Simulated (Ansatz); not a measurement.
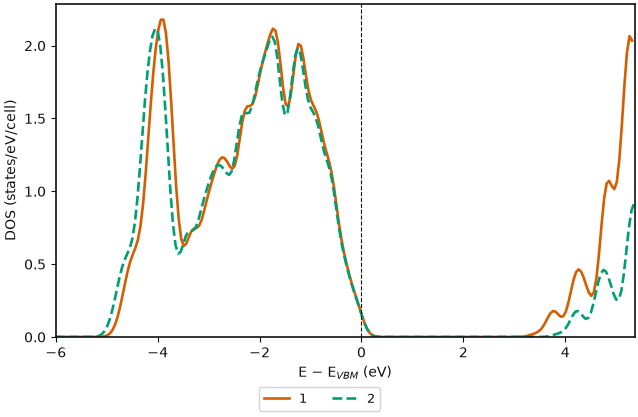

Total densities of states of BeS, space group F-43m, 2 atoms in the cell, hydrostatic strain +5.4%, by two methods on the same cell. The curves are built from the levels of the k mesh with Gaussians 0.3 eV wide, which also blur the band edges. Each is counted from its own valence-band top.

Which curve is which? The methods: PBE, r2SCAN.

1 is PBE; 2 is r2SCAN. PBE gives a gap of 3.42 eV and r2SCAN gives a gap of 3.88 eV.

Settings. PBE: DFT, PBE, plane waves, PAW, no spin polarisation, 10×10×10 k mesh, 420 eV cutoff, Fermi-Dirac smearing of 0.02 eV (Ansatz 0.2.0). r2SCAN: DFT, r2SCAN, plane waves, PAW, no spin polarisation, 10×10×10 k mesh, 500 eV cutoff (Ansatz 0.2.0).
